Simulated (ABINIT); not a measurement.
**Effective mass calculation of GaN (part 2 of 3)**

Continued. System: GaN (P6₃mc, 4 atoms in the cell). Method: Kohn-Sham DFT of a periodic cell, PBE, PseudoDojo NC SR PBE v0.4.1 standard, no spin polarisation (ABINIT 10.8.3); cutoff 1142.88 eV, 8×8×5 k-mesh, fixed occupations. The structure was built on a prototype by a generator; it need not be a known phase.

Geometry of the input (Å; fractional positions):
```
3.1890  0.0000  0.0000
-1.5945  2.7618  0.0000
0.0000  0.0000  5.1850
Ga 0.3333  0.6667  0.0000
Ga 0.6667  0.3333  0.5000
N  0.3333  0.6667  0.3770
N  0.6667  0.3333  0.8770
```

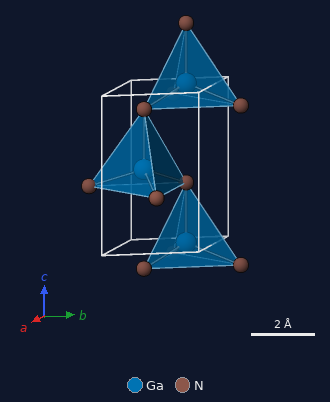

**Figure 1.** The input geometry (polyhedral view of the cell of the calculation, seen slightly off an axis; polyhedra are completed across the faces of the cell).

The program's output, continued:
```
 Real(R)+Recip(G) space primitive vectors, cartesian coordinates (Bohr,Bohr^-1):
 R(1)=  6.0263366  0.0000000  0.0000000  G(1)=  0.1659383  0.0958045  0.0000000
 R(2)= -3.0131683  5.2189606  0.0000000  G(2)=  0.0000000  0.1916090  0.0000000
 R(3)=  0.0000000  0.0000000  9.7982300  G(3)=  0.0000000  0.0000000  0.1020593
 Unit cell volume ucvol=  3.0816622E+02 bohr^3
 Angles (23,13,12)=  9.00000000E+01  9.00000000E+01  1.20000000E+02 degrees

 getcut: wavevector=  0.0000  0.0000  0.0000  ngfft=  36  36  60
         ecut(hartree)=     42.000   => boxcut(ratio)=   2.04767
--------------------------------------------------------------------------------

================================================================================
 Non-SCF case, kpt    1 (  0.00000  0.00000  0.00000), residuals and eigenvalues=
  7.62E-21  8.02E-21  6.85E-21  4.22E-21  5.94E-21  5.36E-21  4.52E-21  7.45E-21
  4.63E-21  3.77E-21  5.62E-21  2.69E-21  2.28E-21  8.72E-21  2.87E-21  6.24E-21
  6.73E-21  4.87E-21  9.78E-21  9.06E-21  6.99E-21  4.38E-21  3.32E-21  1.51E-16
 -3.8919E-01 -3.5744E-01 -3.0125E-01 -3.0090E-01 -3.0090E-01 -2.9875E-01
 -2.9875E-01 -2.9196E-01 -2.9196E-01 -2.8835E-01 -2.8835E-01 -2.4046E-01
 -6.1153E-02  1.5905E-01  1.5905E-01  1.9601E-01  1.9703E-01  1.9703E-01
  2.6885E-01  3.5418E-01  5.3589E-01  5.6202E-01  5.6202E-01  5.9424E-01

--- !ResultsGS
iteration_state: {dtset: 2, }
comment   : Summary of ground state results
lattice_vectors:
- [  6.0263366,   0.0000000,   0.0000000, ]
- [ -3.0131683,   5.2189606,   0.0000000, ]
- [  0.0000000,   0.0000000,   9.7982300, ]
lattice_lengths: [   6.02634,    6.02634,    9.79823, ]
lattice_angles: [ 90.000,  90.000, 120.000, ] # degrees, (23, 13, 12)
lattice_volume:   3.0816622E+02
convergence: {deltae:  0.000E+00, res2:  0.000E+00, residm:  9.779E-21, diffor:  0.000E+00, }
etotal    :  -1.73760139E+02
entropy   :   0.00000000E+00
fermie    :   1.97028221E-01
cartesian_stress_tensor: null
pressure_GPa: null
xred      :
- [  3.3333E-01,   6.6667E-01,   0.0000E+00, Ga]
- [  6.6667E-01,   3.3333E-01,   5.0000E-01, Ga]
- [  3.3333E-01,   6.6667E-01,   3.7700E-01,  N]
- [  6.6667E-01,   3.3333E-01,   8.7700E-01,  N]
cartesian_forces: null
force_length_stats: {min: null, max: null, mean: null, }
...

 Integrated electronic density in atomic spheres:
 ------------------------------------------------
 Atom  Sphere_radius  Integrated_density
    1        2.00000         10.89189897
    2        2.00000         10.89189897
    3        2.00000          5.25393449
    4        2.00000          5.25393449
================================================================================

 ----iterations are completed or convergence reached----

 Mean square residual over all n,k,spin=   58.465E-22; max=  97.790E-22
 reduced coordinates (array xred) for    4 atoms
       0.333333333333      0.666666666667      0.000000000000
       0.666666666667      0.333333333333      0.500000000000
       0.333333333333      0.666666666667      0.377000000000
       0.666666666667      0.333333333333      0.877000000000

 cartesian coordinates (angstrom) at end:
    1      0.00000000000000     1.84117000722008     0.00000000000000
    2      1.59449999890992     0.92058500361004     2.59249999824529
    3      0.00000000000000     1.84117000722008     1.95474499867695
    4      1.59449999890992     0.92058500361004     4.54724499692223
 length scales=  6.026336611400  6.026336611400  9.798229956200 bohr
              =  3.188999997820  3.188999997820  5.184999996491 angstroms
 Eigenvalues (hartree) for nkpt=   1  k points:
 kpt#   1, nband= 24, wtk=  1.00000, kpt=  0.0000  0.0000  0.0000 (reduced coord)
  -0.38919   -0.35744   -0.30125   -0.30090   -0.30090   -0.29875   -0.29875   -0.29196
  -0.29196   -0.28835   -0.28835   -0.24046   -0.06115    0.15905    0.15905    0.19601
   0.19703    0.19703    0.26885    0.35418    0.53589    0.56202    0.56202    0.59424

================================================================================
== DATASET  3 ==================================================================

--- !DatasetInfo
iteration_state: {dtset: 3, }
dimensions: {natom: 4, nkpt: 1, mband: 24, nsppol: 1, nspinor: 1, nspden: 1, mpw: 3995, }
cutoff_energies: {ecut:  42.0, pawecutdg:  -1.0, }
electrons: {nelect:   3.60000000E+01, charge:   0.00000000E+00, occopt:   1.00000000E+00, tsmear:   1.00000000E-02, }
meta: {optdriver: 1, rfelfd: 2, }
...

 mkfilename : getwfk/=0, take file _WFK from output of DATASET   2.

 mkfilename : getden/=0, take file _DEN from output of DATASET   1.

 Exchange-correlation functional for the present dataset will be:
  GGA: Perdew-Burke-Ernzerhof functional - ixc=11
  J.P.Perdew, K.Burke, M.Ernzerhof, PRL 77, 3865 (1996)

 Real(R)+Recip(G) space primitive vectors, cartesian coordinates (Bohr,Bohr^-1):
 R(1)=  6.0263366  0.0000000  0.0000000  G(1)=  0.1659383  0.0958045  0.0000000
 R(2)= -3.0131683  5.2189606  0.0000000  G(2)=  0.0000000  0.1916090  0.0000000
 R(3)=  0.0000000  0.0000000  9.7982300  G(3)=  0.0000000  0.0000000  0.1020593
 Unit cell volume ucvol=  3.0816622E+02 bohr^3
 Angles (23,13,12)=  9.00000000E+01  9.00000000E+01  1.20000000E+02 degrees
 setup1 : take into account q-point for computing boxcut.

 getcut: wavevector=  0.0000  0.0000  0.0000  ngfft=  36  36  60
         ecut(hartree)=     42.000   => boxcut(ratio)=   2.04767

--- Pseudopotential description ------------------------------------------------
- pspini: atom type   1  psp file is ./Ga.upf
  31.00000  13.00000  171031                  znucl, zion, pspdat
12 -101130 2 -1 1902                          pspcod,pspxc,lmax,lloc,mmax
     nproj     2     2     2

- pspini: atom type   2  psp file is ./N.upf
   7.00000   5.00000  171031                  znucl, zion, pspdat
12 -101130 1 -1 1058                          pspcod,pspxc,lmax,lloc,mmax
     nproj     2     2     0

--------------------------------------------------------------------------------

 ==>  initialize data related to q vector <==

 The list of irreducible perturbations for this q vector is:
    1)    idir= 1    ipert=   5
    2)    idir= 2    ipert=   5
    3)    idir= 3    ipert=   5

================================================================================

--------------------------------------------------------------------------------
 Perturbation wavevector (in red.coord.)   0.000000  0.000000  0.000000
 Perturbation : derivative vs k along direction   1
 The set of symmetries contains only one element for this perturbation.
 symkpt : not enough symmetry to change the number of k points.

--------------------------------------------------------------------------------

--------------------------------------------------------------------------------

 Initialisation of the first-order wave-functions :
  ireadwf=   0

--- !BeginCycle
iteration_state: {dtset: 3, }
solver: {iscf: -3, nstep: 200, nline: 4, wfoptalg: 0, }
tolerances: {tolwfr: 1.00E-20, }
...

     iter   2DEtotal(Ha)        deltaE(Ha) residm    vres2
-ETOT  1  -140.63603368180     -1.406E+02 1.207E-01 0.000E+00
 ETOT  2  -140.73654985783     -1.005E-01 1.209E-02 0.000E+00
 ETOT  3  -140.73689652862     -3.467E-04 2.894E-04 0.000E+00
 ETOT  4  -140.73689843530     -1.907E-06 4.226E-05 0.000E+00
 ETOT  5  -140.73689844692     -1.162E-08 5.274E-06 0.000E+00
 ETOT  6  -140.73689844699     -7.356E-11 2.944E-07 0.000E+00
 ETOT  7  -140.73689844699     -3.411E-13 9.268E-09 0.000E+00
 ETOT  8  -140.73689844699     -5.684E-14 3.784E-09 0.000E+00
 ETOT  9  -140.73689844699      2.842E-14 1.530E-10 0.000E+00
 ETOT 10  -140.73689844699      8.527E-14 7.250E-11 0.000E+00
 ETOT 11  -140.73689844699     -5.684E-14 2.214E-12 0.000E+00
 ETOT 12  -140.73689844699     -2.842E-14 1.445E-12 0.000E+00
 ETOT 13  -140.73689844699      2.842E-14 3.785E-14 0.000E+00
 ETOT 14  -140.73689844699      0.000E+00 2.909E-14 0.000E+00
 ETOT 15  -140.73689844699      0.000E+00 7.095E-16 0.000E+00
 ETOT 16  -140.73689844699     -2.842E-14 5.925E-16 0.000E+00
 ETOT 17  -140.73689844699      0.000E+00 1.404E-17 0.000E+00
 ETOT 18  -140.73689844699      0.000E+00 1.214E-17 0.000E+00
 ETOT 19  -140.73689844699      0.000E+00 2.847E-19 0.000E+00
 ETOT 20  -140.73689844699     -2.842E-14 2.494E-19 0.000E+00
 ETOT 21  -140.73689844699      0.000E+00 9.613E-21 0.000E+00

 At SCF step   21   max residual=  9.61E-21 < tolwfr=  1.00E-20 =>converged.
================================================================================

 ----iterations are completed or convergence reached----

 Mean square residual over all n,k,spin=   57.535E-22; max=  96.128E-22
 dfpt_looppert : ek2=    1.0435762751E+02
          f-sum rule ratio=    1.6706835615E+00
 Expectation of eigenvalue derivatives (hartree) for nkpt=   1  k points:
  (in case of degenerate eigenvalues, averaged derivative)
 kpt#   1, nband= 24, wtk=  1.00000, kpt=  0.0000  0.0000  0.0000 (reduced coord)
   0.00000   -0.00000    0.00000    0.00000    0.00000    0.00000    0.00000    0.00000
   0.00000    0.00000    0.00000    0.00000    0.00000   -0.00000   -0.00000   -0.00000
  -0.00000   -0.00000   -0.00000   -0.00000    0.00000    0.00000    0.00000    0.00000

 2DEtotal=   -0.1407368984E+03 Ha. Also 2DEtotal=   -0.382964610270E+04 eV
    (  non-var. 2DEtotal :   -1.4073689845E+02 Ha)

--------------------------------------------------------------------------------
 Perturbation wavevector (in red.coord.)   0.000000  0.000000  0.000000
 Perturbation : derivative vs k along direction   2
 The set of symmetries contains only one element for this perturbation.
 symkpt : not enough symmetry to change the number of k points.

--------------------------------------------------------------------------------

--------------------------------------------------------------------------------

 Initialisation of the first-order wave-functions :
  ireadwf=   0

--- !BeginCycle
iteration_state: {dtset: 3, }
solver: {iscf: -3, nstep: 200, nline: 4, wfoptalg: 0, }
tolerances: {tolwfr: 1.00E-20, }
...

     iter   2DEtotal(Ha)        deltaE(Ha) residm    vres2
-ETOT  1  -140.64075667633     -1.406E+02 3.634E-01 0.000E+00
 ETOT  2  -140.73659482324     -9.584E-02 1.209E-02 0.000E+00
 ETOT  3  -140.73689671417     -3.019E-04 2.894E-04 0.000E+00
 ETOT  4  -140.73689839573     -1.682E-06 4.226E-05 0.000E+00
 ETOT  5  -140.73689840648     -1.075E-08 5.329E-06 0.000E+00
 ETOT  6  -140.73689840655     -7.279E-11 2.776E-07 0.000E+00
 ETOT  7  -140.73689840655     -4.263E-13 8.992E-09 0.000E+00
 ETOT  8  -140.73689840655      1.705E-13 3.655E-09 0.000E+00
 ETOT  9  -140.73689840655     -5.684E-14 1.534E-10 0.000E+00
 ETOT 10  -140.73689840655      5.684E-14 7.073E-11 0.000E+00
 ETOT 11  -140.73689840655     -2.842E-14 2.210E-12 0.000E+00
 ETOT 12  -140.73689840655      0.000E+00 1.407E-12 0.000E+00
 ETOT 13  -140.73689840655     -2.842E-14 3.758E-14 0.000E+00
 ETOT 14  -140.73689840655      5.684E-14 2.821E-14 0.000E+00
 ETOT 15  -140.73689840655      0.000E+00 6.998E-16 0.000E+00
 ETOT 16  -140.73689840655      0.000E+00 5.714E-16 0.000E+00
 ETOT 17  -140.73689840655     -5.684E-14 1.375E-17 0.000E+00
 ETOT 18  -140.73689840655      2.842E-14 1.164E-17 0.000E+00
 ETOT 19  -140.73689840655      2.842E-14 2.772E-19 0.000E+00
 ETOT 20  -140.73689840655     -5.684E-14 2.378E-19 0.000E+00
 ETOT 21  -140.73689840655      2.842E-14 8.776E-21 0.000E+00

 At SCF step   21   max residual=  8.78E-21 < tolwfr=  1.00E-20 =>converged.
================================================================================

 ----iterations are completed or convergence reached----

 Mean square residual over all n,k,spin=   48.047E-22; max=  87.759E-22
 dfpt_looppert : ek2=    1.0435762751E+02
          f-sum rule ratio=    1.6706835608E+00
 Expectation of eigenvalue derivatives (hartree) for nkpt=   1  k points:
  (in case of degenerate eigenvalues, averaged derivative)
 kpt#   1, nband= 24, wtk=  1.00000, kpt=  0.0000  0.0000  0.0000 (reduced coord)
   0.00000   -0.00000   -0.00000   -0.00000   -0.00000    0.00000    0.00000   -0.00000
  -0.00000    0.00000    0.00000   -0.00000    0.00000   -0.00000   -0.00000    0.00000
  -0.00000   -0.00000   -0.00000   -0.00000    0.00000    0.00000    0.00000    0.00000

 2DEtotal=   -0.1407368984E+03 Ha. Also 2DEtotal=   -0.382964610160E+04 eV
    (  non-var. 2DEtotal :   -1.4073689841E+02 Ha)

--------------------------------------------------------------------------------
 Perturbation wavevector (in red.coord.)   0.000000  0.000000  0.000000
 Perturbation : derivative vs k along direction   3
 The set of symmetries contains only one element for this perturbation.
 symkpt : not enough symmetry to change the number of k points.

--------------------------------------------------------------------------------

--------------------------------------------------------------------------------

 Initialisation of the first-order wave-functions :
  ireadwf=   0

--- !BeginCycle
iteration_state: {dtset: 3, }
solver: {iscf: -3, nstep: 200, nline: 4, wfoptalg: 0, }
tolerances: {tolwfr: 1.00E-20, }
...

     iter   2DEtotal(Ha)        deltaE(Ha) residm    vres2
-ETOT  1  -35.713726720804     -3.571E+01 5.993E-02 0.000E+00
 ETOT  2  -35.736115585932     -2.239E-02 6.630E-04 0.000E+00
 ETOT  3  -35.736162439302     -4.685E-05 3.843E-06 0.000E+00
 ETOT  4  -35.736162598871     -1.596E-07 5.528E-08 0.000E+00
 ETOT  5  -35.736162599511     -6.395E-10 4.570E-10 0.000E+00
 ETOT  6  -35.736162599514     -2.778E-12 6.423E-12 0.000E+00
 ETOT  7  -35.736162599514     -2.132E-14 5.955E-14 0.000E+00
 ETOT  8  -35.736162599514      3.553E-14 7.969E-16 0.000E+00
 ETOT  9  -35.736162599514      1.421E-14 7.973E-18 0.000E+00
 ETOT 10  -35.736162599514     -1.421E-14 1.016E-19 0.000E+00
 ETOT 11  -35.736162599514     -7.105E-15 9.974E-21 0.000E+00

 At SCF step   11   max residual=  9.97E-21 < tolwfr=  1.00E-20 =>converged.
================================================================================

 ----iterations are completed or convergence reached----

 Mean square residual over all n,k,spin=   45.805E-22; max=  99.735E-22
 dfpt_looppert : ek2=    2.9607175472E+01
          f-sum rule ratio=    1.3813407790E+00
 Expectation of eigenvalue derivatives (hartree) for nkpt=   1  k points:
  (in case of degenerate eigenvalues, averaged derivative)
 kpt#   1, nband= 24, wtk=  1.00000, kpt=  0.0000  0.0000  0.0000 (reduced coord)
   0.00000   -0.00000   -0.00000   -0.00000   -0.00000    0.00000    0.00000   -0.00000
  -0.00000    0.00000    0.00000    0.00000    0.00000    0.00000    0.00000    0.00000
   0.00000    0.00000    0.00000   -0.00000   -0.00000    0.00000    0.00000    0.00000

 2DEtotal=   -0.3573616260E+02 Ha. Also 2DEtotal=   -0.972430523445E+03 eV
    (  non-var. 2DEtotal :   -3.5736162599E+01 Ha)

 CALCULATION OF EFFECTIVE MASSES
 NOTE : Additional infos (eff. mass eigenvalues, eigenvectors and, if degenerate, average mass) are available in stdout.

 COMMENTS:
 - At k-point ( 0.000, 0.000, 0.000), bands    17 through    18
   are DEGENERATE (effective mass tensor is therefore not defined).
   See Section IIIB Eqs. (67)-(70) and Appendix E of PRB 93 205147 (2016).
 - Angular average effective mass for Frohlich model is to be averaged over degenerate bands. See later.
 - Associated theta integrals calculated with ntheta=     60 points.

 K-point ( 0.000, 0.000, 0.000) | band =    17
 Transport equivalent effective mass tensor:
             -0.1764590758             -0.0000000000             -0.0000000001
             -0.0000000000             -0.1764590766              0.0000000000
             -0.0000000001              0.0000000000             -2.0932068367
 Transport equivalent effective mass tensor eigenvalues:
             -2.0932068367             -0.1764590766             -0.1764590758
 Angular average effective mass 1/(<1/m>)=  -0.2539831203
 Angular average effective mass for Frohlich model (<m**0.5>)**2=  -0.3138585923
 Effective masses along directions: (cart. coord. / red. coord. -> eff. mass)
    1:   1.000000  0.000000  0.000000 /   0.894427 -0.447214  0.000000 ->  -0.1764590758
    2:   0.000000  1.000000  0.000000 /   0.000000  1.000000  0.000000 ->  -0.1764590766
    3:   0.000000  0.000000  1.000000 /   0.000000  0.000000  1.000000 ->  -2.0932068366
    4:   0.707107  0.707107  0.000000 /   0.939071  0.343724  0.000000 ->  -0.1764590763
    5:   0.577350  0.577350  0.577350 /   0.514513  0.188325  0.836547 ->  -0.2539831203
```
